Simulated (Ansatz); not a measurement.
Cell and atoms:

```yaml
crystal:
  lattice:
    - [3.75080, 0.00000, 0.00000]
    - [-1.87540, 3.24829, 0.00000]
    - [0.00000, 0.00000, 4.65211]
  atoms:
    - { symbol: Ni, position: [0.66667, 0.33333, 0.25000] }
    - { symbol: Ni, position: [0.33333, 0.66667, 0.75000] }
    - { symbol: Ni, position: [0.00000, 0.00000, 0.00000] }
    - { symbol: Ni, position: [0.00000, 0.00000, 0.50000] }
    - { symbol: Ge, position: [0.66667, 0.33333, 0.75000] }
    - { symbol: Ge, position: [0.33333, 0.66667, 0.25000] }
```

> Give a crystallographic description of this input.

The solid is Ni2Ge. It belongs to space group P6_3/mmc (No. 194) and has a primitive hexagonal lattice. The arrangement is known as Ni₂In type. In the cell are 4 Ni, 2 Ge, which makes 2 formula units. Ge is linked to eleven Ni at 2.17 to 2.46 Å. Ni takes two kinds of site: 2d with six Ni and five Ge (2.46 Å to Ni, 2.17 to 2.33 Å to Ge); 2a with eight Ni and six Ge (2.33 to 2.46 Å to Ni, 2.46 Å to Ge). The bonds build a three-dimensional framework.

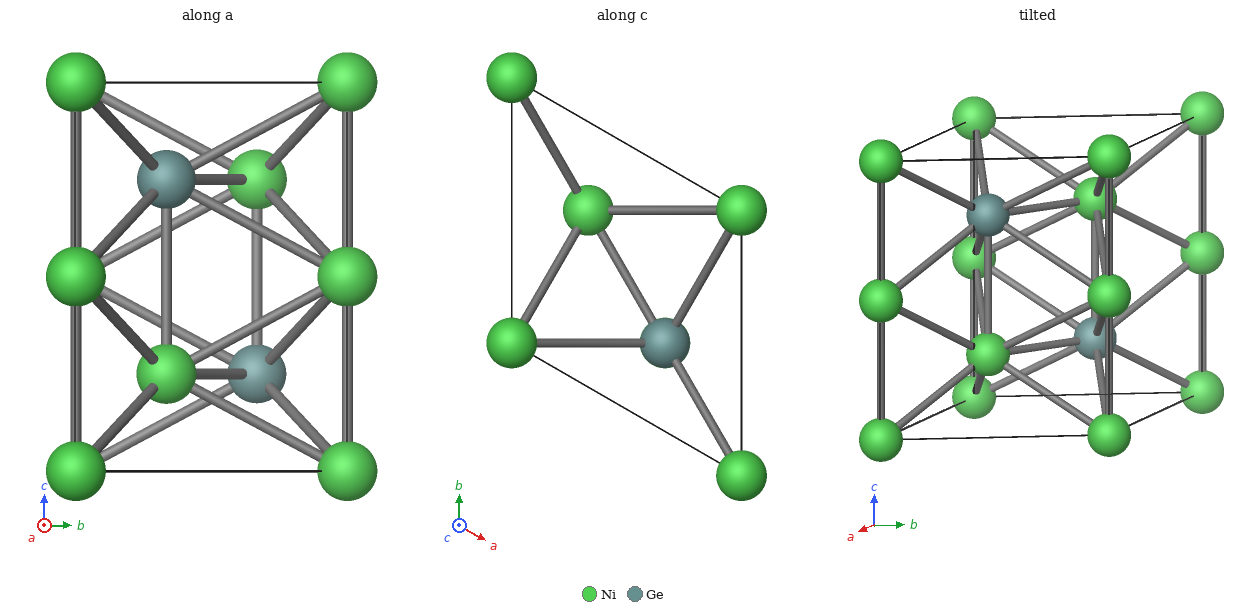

The crystal in a ball-and-stick representation, seen along the a axis, along the c axis and slightly off an axis. Atoms at the boundary of the conventional unit cell (the box) are drawn once for each face, edge or corner they touch.

Its origin is a structure listed in the Materials Project. It was relaxed with DFT PBEsol, scalar-relativistic, plane waves, PAW (Ansatz) under a constraint or pressure on the cell, so some stress remains.

At this level of theory the cell isn't at rest (compressed, at 60 GPa), so its distances can differ from those at equilibrium, the more so the softer the solid.
